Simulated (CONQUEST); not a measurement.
# GaP: 7 runs along one coordinate

System: GaP (F-43m, 4 atoms in the cell).
Method: Kohn-Sham DFT of a periodic cell, PBE, PseudoDojo NC PBE, no spin polarisation (CONQUEST 1.3).

The 7 runs differ only in the geometry, by an even scaling of the cell at fixed fractional positions. The structure derives from an entry of the Crystallography Open Database.

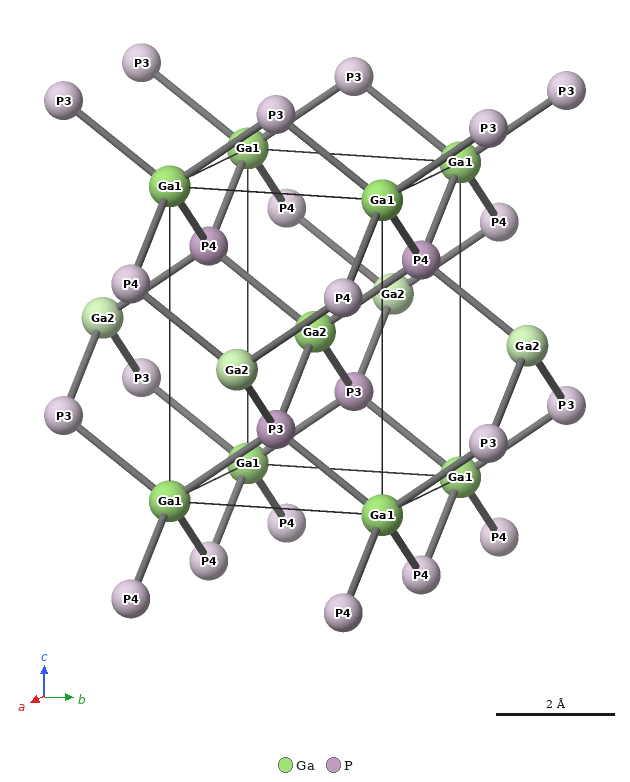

Figure 1. The structure of run 4 (ball-and-stick view of the cell of the calculation, seen slightly off an axis; neighbours outside the cell are drawn fainter; atoms are numbered from 1 in the order of the input).

**Input of run 4**
```
IO.Title GaP
IO.Coordinates coords.dat
IO.FractionalAtomicCoords T
IO.Iprint 2
IO.Iprint_init 1
General.NumberOfSpecies 2
General.PseudopotentialType hamann
AtomMove.TypeOfRun static
AtomMove.FullStress T
Grid.PointsAlongX 36
Grid.PointsAlongY 36
Grid.PointsAlongZ 60
DM.SolutionMethod diagon
Diag.MPMesh T
Diag.GammaCentred T
Diag.MPMeshX 7
Diag.MPMeshY 7
Diag.MPMeshZ 5
Diag.kT 0.00183747
minE.SCTolerance 1e-6
SC.MaxIters 100
IO.AtomChargeOutput T
%block ChemicalSpeciesLabel
1 69.720 Ga
2 30.970 P
%endblock
```

Command:
```bash
Conquest
```

Lattice vectors (Å) and fractional positions of run 4:
```
   3.854086    0.000000    0.000000
   0.000000    3.854086    0.000000
   0.000000    0.000000    5.450500
Ga  0.000000  0.000000  0.000000
Ga  0.500000  0.500000  0.500000
P   0.000000  0.500000  0.250000
P   0.500000  0.000000  0.750000
```

Run 2 has the same physical settings and fractional positions; its lattice vectors (Å) are:
```
   3.801997    0.000000    0.000000
   0.000000    3.801997    0.000000
   0.000000    0.000000    5.376836
```

**Results, with one run withheld**

```csv
run,volume per atom (Å³),"free energy per atom, from the lowest run given (meV)",pressure (GPa),gap on the mesh (eV)
1,19.026,79.64,11.64,2.11
2,19.431,?,?,?
3,19.836,32.82,7.14,1.99
4,20.240,17.35,5.01,1.81
5,20.645,7.52,2.93,1.63
6,21.050,2.03,1.54,1.46
7,21.455,0.00,0.09,1.30
```

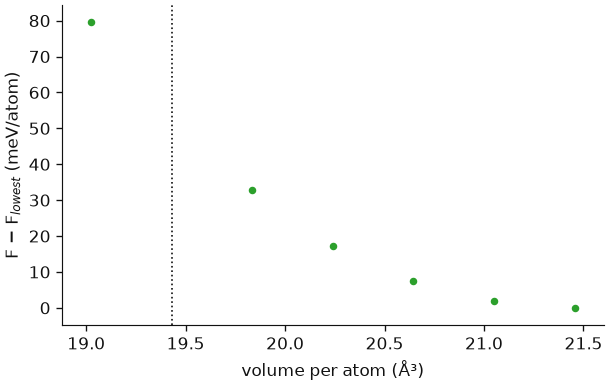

Figure 2. Free energy per atom of the runs given; the dotted line marks run 2.

What should run 2 give?

A cubic polynomial in V^(−2/3) (the Birch–Murnaghan form), fitted to the 6 runs given, misses them by at most 0.29 meV per atom. With x = V^(−2/3) − 0.13416 Å⁻², it reads F = 14.428 + 6270.2 x + 6.9313e+05 x² + 1.705e+06 x³ (meV per atom). At run 2 it gives 53.09 meV per atom, and the run itself gives 53.39. The slope of the fit gives a pressure −dF/dV of 9.26 GPa there, and the run prints 9.20 GPa. The two needn't agree exactly: the fit is approximate, and the printed stress is taken on a finite basis. The fit has its minimum at 21.444 Å³ per atom, where V d²F/dV² gives 74.6 GPa: the bulk modulus at this level, since symmetry fixes the shape and the positions. The gap on the mesh lies between 1.30 eV (run 7) and 2.14 eV (run 2); run 2 has 2.14 eV. These are gaps of this functional on this mesh, which can miss the band edges; they aren't the measured gap.

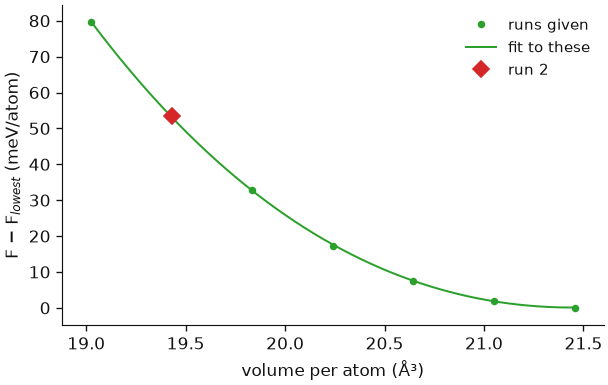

Figure 3. The fit and the withheld run.

**Some lines of the output (run 2)**
```
[...]
    Job title: GaP
      Using Fermi-Dirac smearing
          DFT Total Energy                 :      -166.757352891024652 Ha
          DFT Total Energy                 :      -166.776346078153011 Ha
          DFT Total Energy                 :      -166.776392968547839 Ha
          DFT Total Energy                 :      -166.776401867777139 Ha
          DFT Total Energy                 :      -166.776401994757890 Ha
          DFT Total Energy                 :      -166.776401999651966 Ha
      |* DFT total energy        =      -166.776401999651966 Ha
    force: Average pressure:      9.20189973 GPa
```

Notes: Points of doubt noted for this run: small atomic basis. With a small basis of atomic orbitals these values can differ much from converged plane-wave results.
